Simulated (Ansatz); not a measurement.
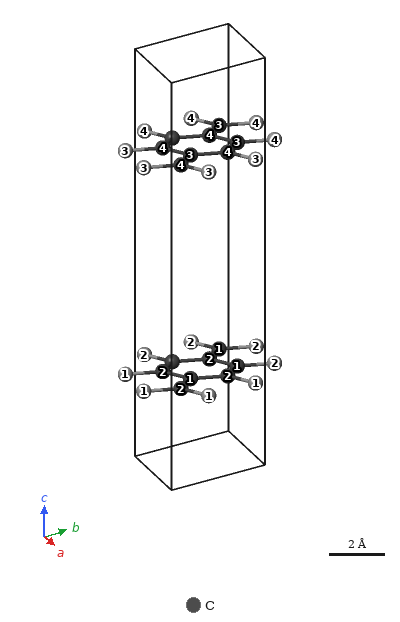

The input geometry (ball-and-stick view of the 2 × 2 repeat of the cell, with the vacuum cut short, seen slightly off an axis; neighbours outside the cell are drawn fainter; atoms are numbered from 1 in the order of the input). An atom can appear more than once, as a periodic image. Near neighbours in the periodic cell (some may lie outside the picture): C has 3 C at 1.42 Å.

**C: single-point calculation**

C (slab, 4 atoms in the cell), computed with DFT PBE, scalar-relativistic, plane waves, PAW, no spin polarisation (Ansatz 0.2.0).

The structure derives from a Materials Project entry. It belongs to a series of runs on one base structure; here: (0 0 1) slab cut from the bulk. Figures and captions count atoms from 1; the log counts them from 0 in places.

Input file:
```yaml
crystal:
  lattice:
    - [2.4663511032, 0.0, 0.0]
    - [-1.2331755516, 2.13592271, 0.0]
    - [0.0, 0.0, 23.5214856148]
  atoms:
    - { symbol: C, position: [0.3333333333, 0.6666666667, 0.3188574107] }
    - { symbol: C, position: [0.6666666667, 0.3333333333, 0.3188574107] }
    - { symbol: C, position: [0.3333333333, 0.6666666667, 0.6811425893] }
    - { symbol: C, position: [0.6666666667, 0.3333333333, 0.6811425893] }
basis:
  ecutwfc: 420
kpoints:
  mp_grid: { grid: [15, 15, 1] }
hamiltonian:
  xc: pbe
scf:
  occupations: { method: gaussian, width: 0.1 }
output:
  forces: true
  stress: true
  eigenvalues: true
  write_density: true
  write_potential: true
  elf: true
  volumetric_format: npy
efield:
  axis: 3
  dipole_correction: true
  ramp_width: 0.04
```

Launch command:
```bash
ansatz run input.yaml --threads 1 --pin off --max-ram 2560MiB --backend cpu --events-out ev --progress --plain --runs-dir out
```

The program's output:
```
Engine: ansatz 0.2.0, x86_64-unknown-linux-gnu
Pseudopotentials: kind: paw
Pseudopotential: C, paw, valence charge 4, recommended cutoff 420 eV (normal), C.paw.azcp
Functional definition: PBE
  parameter kappa = 0.804
  parameter beta = 0.06672455060314922
  exchange = pbe_x(kappa = kappa, mu = beta*pi^2/3)
  correlation = pbe_c(beta = beta)
Crystal: 4 atoms, lattice volume = 123.910 Å³
Basis set: ecut = 420 eV, 2341 PW (Γ), exchange–correlation on 36×36×320 points (8 copies of the dense FFT grid, shifted against one another)
Bands: 12, of which v1, the nominal top of the filled ones, is band 8 counted from 1 (7 counted from 0)
Symmetry: 12 space group operations
k-points: 27 of 225
Non-local potential: C, projectors of the file, l = 0: 2, l = 1: 2, l = 2: 1
PAW form: soft (Blöchl's): semilocal exchange-correlation on the pseudo side does not see the compensation charge
PAW one-centre angular grid: C, 110 points (default); XC on 64 Gauss nodes
Initial density: superposition of atomic densities (neutral atoms: chi_scale 0, normalization atom), corrected by the library's trained network
Initial wavefunctions: pseudopotential atomic-orbital guess
Functional: x = pbe(κ = 0.804, μ = 0.2195149727645171), c = pbe(β = 0.06672455060314922)
SCF iter   1: F=—  HF=-1003.765444 eV  |F-HF|=—  |Δ(HF+E_count)|=         —  Δρ=2.23e-3  dr2=5.39e-3  ethr=1.77e-3  p=0.000 e·Å  D=6.07e-14 V/Å  ΔV_dip=-0.00 eV  dr2_dipole=4.63e-12  V_vac-E_F(+/−)=4.35/4.35 eV  ⟨swp⟩=6.2  Hψ=2145  notcnv=0
efield: sawtooth ramp at fractional position 0.9800 (placed from the atoms, in the widest stretch of the axis that holds none; the zero of the levels goes with the place), width 0.0400; the density the first Hamiltonian is built on has a dipole p = 0.000 e·Å; the dipole correction subtracts the counter field D = 6.07e-14 V/Å, which shifts the + side's vacuum level by -0.00 eV against the − side's; the planar-averaged density in the ramp window peaks in size at 5.1e-5 e/Å³
preconditioner: auto → LDOS  [metal: Δε(μ)=0.000 eV  Ē_g=14.787 eV  σ=0.100 eV  W_gap=0.00  n_scr=14 (ndim 8)  ℏωp=13.3 eV  f_vac=0.671  D(μ)=0.40/eV (n_scr^D=4)  β→1.0]
SCF iter   2: F=—  HF=-1003.765259 eV  |F-HF|=—  |Δ(HF+E_count)|=   1.85e-4  Δρ=4.65e-4  dr2=2.61e-4  ethr=3.37e-5  p=0.000 e·Å  D=1.54e-5 V/Å  ΔV_dip=-0.00 eV  dr2_dipole=8.68e-10  V_vac-E_F(+/−)=4.22/4.22 eV  ⟨swp⟩=2.7  Hψ=874  notcnv=0
SCF iter   3: F=—  HF=-1003.765195 eV  |F-HF|=—  |Δ(HF+E_count)|=   6.40e-5  Δρ=7.50e-5  dr2=7.82e-6  ethr=1.63e-6  p=0.000 e·Å  D=4.54e-6 V/Å  ΔV_dip=-0.00 eV  dr2_dipole=4.75e-10  V_vac-E_F(+/−)=4.25/4.25 eV  ⟨swp⟩=2.0  Hψ=593  notcnv=0
SCF iter   4: F=—  HF=-1003.765266 eV  |F-HF|=—  |Δ(HF+E_count)|=   7.07e-5  Δρ=1.78e-5  dr2=1.28e-6  ethr=4.89e-8  p=-0.000 e·Å  D=-2.08e-7 V/Å  ΔV_dip=0.00 eV  dr2_dipole=5.50e-13  V_vac-E_F(+/−)=4.25/4.25 eV  ⟨swp⟩=2.7  Hψ=617  notcnv=0
iter 5 did not close the SCF: its close was put off for the readings that it lacked (scf_convergence_deferred on its scf_iter line)
SCF iter   5: F=-1003.765266 eV  HF=-1003.765266 eV  |F-HF|=5.65e-8  |Δ(HF+E_count)|=   6.79e-8  Δρ=3.09e-6  dr2=6.39e-9  ethr=7.97e-9  p=0.000 e·Å  D=1.99e-7 V/Å  ΔV_dip=-0.00 eV  dr2_dipole=2.98e-12  V_vac-E_F(+/−)=4.25/4.25 eV  ⟨swp⟩=2.0  Hψ=451  notcnv=0
SCF iter   6: F=-1003.765266 eV  HF=-1003.765266 eV  |F-HF|=4.45e-9  |Δ(HF+E_count)|=   5.47e-8  Δρ=6.35e-7  dr2=2.01e-10  ethr=3.99e-11  p=0.000 e·Å  D=4.31e-8 V/Å  ΔV_dip=-0.00 eV  dr2_dipole=4.74e-14  V_vac-E_F(+/−)=4.25/4.25 eV  ⟨swp⟩=9.4  Hψ=2567  notcnv=0
SCF 1 converged in 6 iterations: F = -1003.765266 eV  dr2 = 2.01e-10
  greatest PAW one-centre occupation: 0.672 electrons in one spin orbital (limit 2), on the C atom at site 0 (counted from 0), in its partial waves of l = 0
```

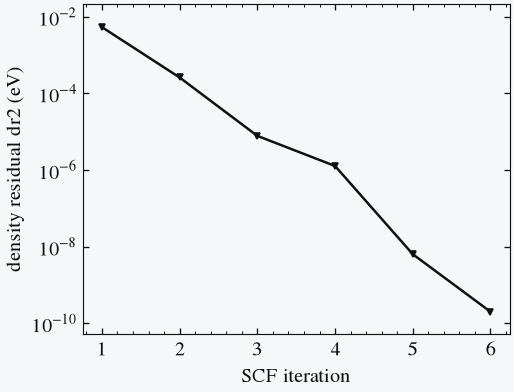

Convergence of the self-consistent field: density residual dr2 against the SCF iteration. The residual falls at every step.

```
WARN: The output density's exchange-correlation potential varies sharply where the density is thin. Do not read a vacuum level from v_tot or v_xc, or from such a field of the output density. On a cell that repeats whose density bears no net charge and no dipole along the vacuum's axis use v_es (v_loc + v_h of the components); under efield.dipole_correction with no amplitude use v_es + v_field, which holds any external_charges[].barrier, or the levels of the report's work_function block, which leave it out; under a non-zero efield.amplitude the vacuum is tilted and has no level; on a cell that repeats and bears such a dipole with no correction it is tilted too, and efield.dipole_correction with no amplitude gives each side of its ramp a level where efield: is served; in a cell that repeats whose density bears a net charge (total_charge, or a fill off its count) it is curved and has none; of a slab under crystal.periodic whose density bears no net charge use v_es, which has a level on each side, short of where the two are joined; of another it falls or rises all the way out and has none; of a slab beside external_charges read slab_vacuum_level instead, which it has where they leave it neutral. The grid or the basis barely resolves most such structure, and the values can differ between equally converged runs; as a rule a tighter scf.convergence.dr2_threshold does not remove it. Where the density itself ripples (under the LDA too) a higher basis.ecutwfc lessens it. The files hold the spikes' plane waves up to the density's cutoff. Files: v_tot_of_output_density and the like, and their columns of v_z.tsv (output.write_potential); v_xc_of_output_density and the like, and their columns of v_comp_z.tsv (output.write_potential_components). Measured: with its Gaussian average of σ = 0.25 Å subtracted twice, the exchange-correlation potential is over 0.1 eV at 392 of the grid points where the equally averaged density (valence and model cores) is under 1e-3 e/Å³, and 0.648 eV at the most among them, at an averaged density of 5.2e-6 e/Å³. The input density's (outcome.potential() and, of a run that writes arrays, v_tot and v_xc) is over 0.1 eV, so measured, at 458 points of its own thin density, 0.873 eV at the most. See output.write_potential in the manual, Limitations
SCF converged after 6 iterations
Free energy (F): -1003.765266 eV
Harris-Foulkes:  -1003.765266 eV  (|F-HF|=4.45e-9)
Internal energy: -1003.763260 eV  (E = F + TS)
E sigma→0 (E₀):  -1003.764263 eV
Entropy (-TS):   -0.002006 eV (-0.502 meV/atom)
Fermi energy:    -1.035538 eV
Dipole field:    D = -0.000000 V/Å  (p = -0.000000 e·Å, saw-weighted, corrected)
Work function:   Φ+ = 4.2457 eV   Φ− = 4.2457 eV
Levels:          The Fermi level and band energies are counted from a zero that moves with the ramp; work functions are not
--- Per-component energies (eV) ---
  E_band       = -162.942897
  E_kinetic    = 363.229601
  E_local      = -4542.344025  (includes V_loc(G=0)·N_el)
  E_nonlocal   = 109.141163
  E_hartree    = 2085.846160
  E_xc         = -191.832793
  E_vxc        = -237.471115  (∫ρ·V_xc dr)
  E_paw        = -397.356816  (= ΣΔE_a)
  E_vpaw       = -27.191013  (= ΣTr[D̂ρ^β])
  E_aug_tail   = 0.000029  (compensation charges beyond the density's cutoff)
  E_efield     = 0.000000  (sawtooth field / dipole correction)
  E_vefield    = 0.000000  (∫n·V_field dr)
  E_ewald      = 1569.553421
  E_smearing   = -0.002006  (= −TS)
  E_closure    = 0.000000  (closes the sum)
  Σ components = -1003.765266   (vs F -1003.765266, Δ=0.00e0)
--- Forces (eV/Å), atoms counted from 1 ---
  atom   1  C      0.00000000    -0.00000000     0.00000272
  atom   2  C      0.00000000     0.00000000     0.00000272
  atom   3  C     -0.00000000    -0.00000000    -0.00000262
  atom   4  C      0.00000000     0.00000000    -0.00000262
  max |Σ_I F_I| component: 1.97e-7 eV/Å
--- Stress (GPa, compression-positive) ---
        0.027410       0.000000      -0.000000
        0.000000       0.027410      -0.000000
        0.000000      -0.000000       0.004205
  P = ⅓ Tr σ = 0.0197 GPa (0.197 kbar)
--- Band table (eV; the first three rows and the last of 27) ---
  k-point 0: bands = ["-20.5552", "-20.5552", "-8.6540", "-8.6538", "-4.0845", "-4.0845", "-4.0842", "-4.0842", "2.0571", "2.3923", "2.8559", "3.6490"]
  k-point 1: bands = ["-20.4503", "-20.4503", "-8.5285", "-8.5283", "-4.5091", "-4.5091", "-4.3066", "-4.3064", "2.2000", "2.5342", "3.0002", "3.7907"]
  k-point 2: bands = ["-20.1364", "-20.1364", "-8.1540", "-8.1539", "-5.6369", "-5.6369", "-4.8699", "-4.8699", "2.6285", "2.9600", "3.4328", "4.2152"]
  k-point 26: bands = ["-13.6405", "-13.6405", "-13.6405", "-13.6405", "-11.6019", "-11.6018", "-1.0357", "-1.0357", "-1.0354", "-1.0354", "9.5689", "9.5867"]
```

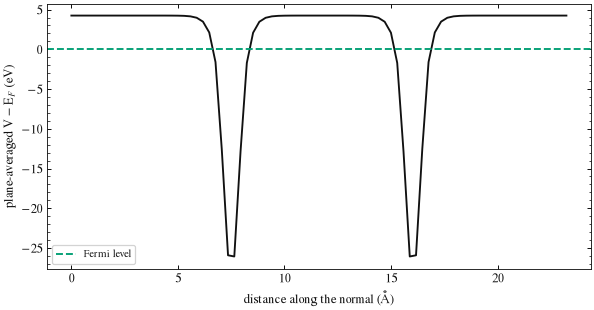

Plane average of the electrostatic potential energy of an electron across the cell, from the Fermi level. The vacuum level lies 4.25 eV above the Fermi level.

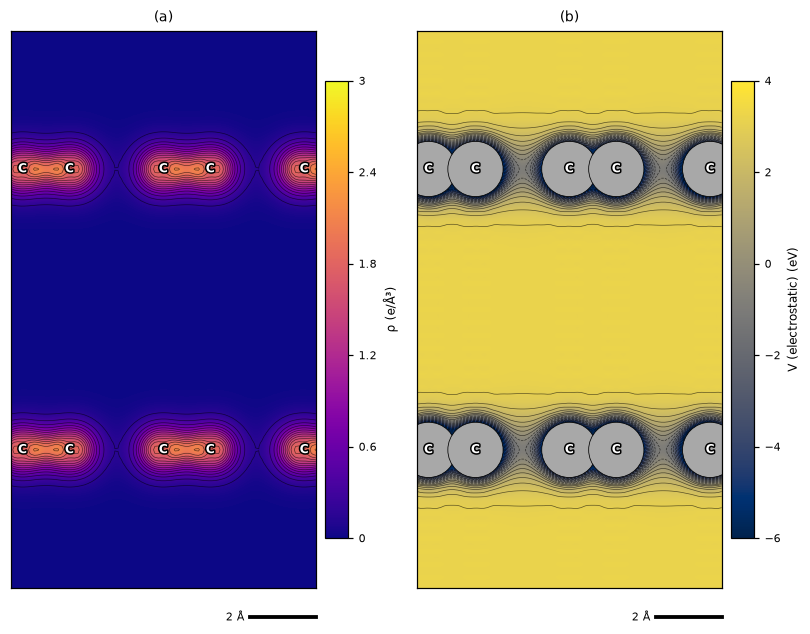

(a) valence electron density; (b) electrostatic potential energy of an electron on the (110) plane of the calculation cell, a cut from vacuum to vacuum. Grey discs, where drawn, cover atomic cores. The section cuts through C sites. C–C (1.42 Å): ρ at the midpoint is about 2 e/Å³. The density dies away to nearly zero in the vacuum. The fields are those of the smooth PAW valence density.

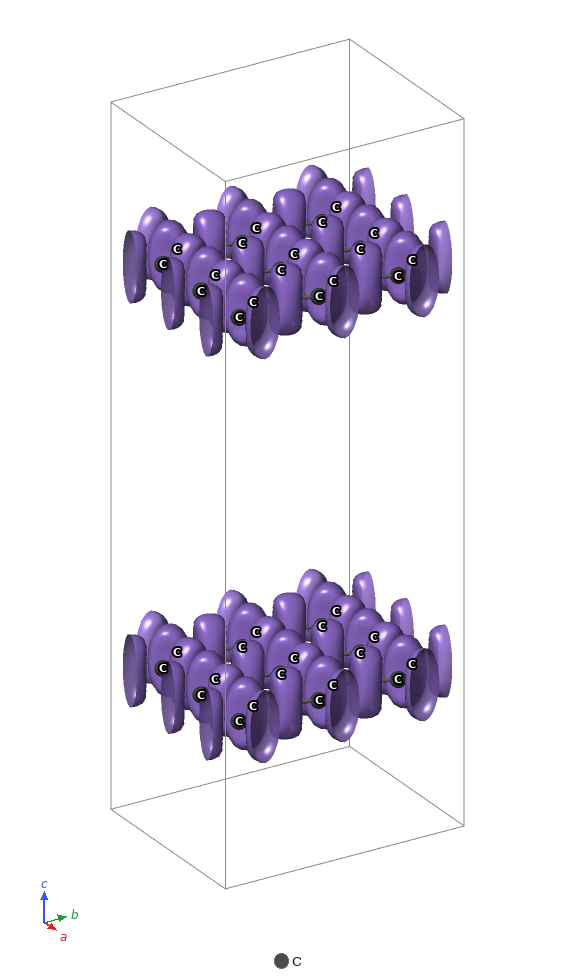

Isosurface of the ELF at 0.75 (purple), seen slightly off an axis. Only the valence region is drawn (cores and ρ < 0.01 e/Å³ removed). Sticks mark near contacts. The ELF exceeds this value in six regions between bonded C–C atoms (shared pairs), counted in one cell of 4 atoms. Along the contacts the grid gives the following.

Key numbers:

```csv
quantity,value
outcome,converged
electrons treated,16
free energy,−1003.7653 eV
"work function, top face",4.25 eV
"work function, bottom face",4.25 eV
Fermi energy,−1.036 eV
gap on the k-point mesh,none (metallic)
work function (upper face),4.25 eV
largest force (length of the vector),under 0.001 eV/Å
hardware,"1 thread of Intel Xeon (Sapphire Rapids), 16 GiB of memory available, shared host"
wall time,3.9 s
peak memory,0.42 GiB
```

Notes:

The program warns: the exchange-correlation potential is rough where the density is thin.
